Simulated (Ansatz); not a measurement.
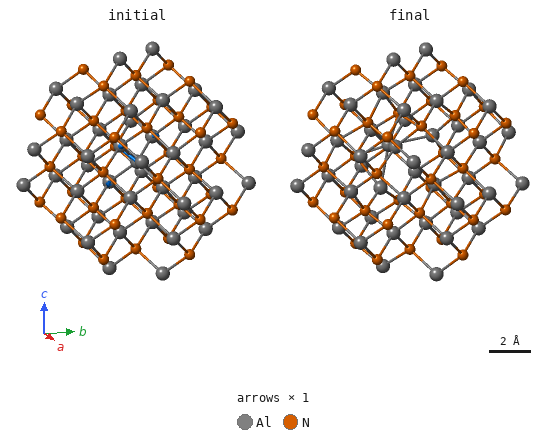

The structure of a defect cell of composition Al₃₃N₃₁ (cell charge +1) before (left) and after (right) a relaxation, at one scale. The blue arrows give the displacements, at their true length.

A ball-and-stick model of the atoms within 5.8 Å of the atom that moves most (axes of the cell of the calculation (origin shifted)), seen slightly off an axis.

All numbers below come from Ansatz, DFT, PBEsol, PAW, plane waves. (plane-wave cutoff 420 eV; k-point mesh 1 × 1 × 1; mesh shifted by (0.25, 0.25, 0.25); collinear spin; atoms relaxed in a fixed cell; force threshold 0.03 eV/Å; at most 80 steps)

Describe what moved and what it gained.

The energy falls by 10.443 eV per cell of the calculation in 18 geometry steps. Largest force component: 8.3 eV/Å at the start, 0.015 eV/Å at the end. The forces were under the threshold at step 6, but the run went on from there. An Al atom moves most: 1.45 Å along [−1 −1 1]. By element the largest moves are Al 1.45 Å, N 0.20 Å. The cell stays as it was. Some distances before and after: Al–Al 1.882 → 3.170 Å, Al–N 3.107 → 2.007 Å, Al–N 3.152 → 2.067 Å, Al–N 3.073 → 2.003 Å. Bond angles that change, for instance: Al–Al–N 108.1° → 56.7°, N–Al–N 108.6° → 123.7°, Al–Al–N 107.4° → 120.9°. The program noted that the starting moments weren't kept. The run may lie on a higher electronic state than the lowest, so the end point isn't shown to be the ground-state structure.

Limits of the set-up: the cell is charged, on a uniform background, and energies carry no finite-size correction.
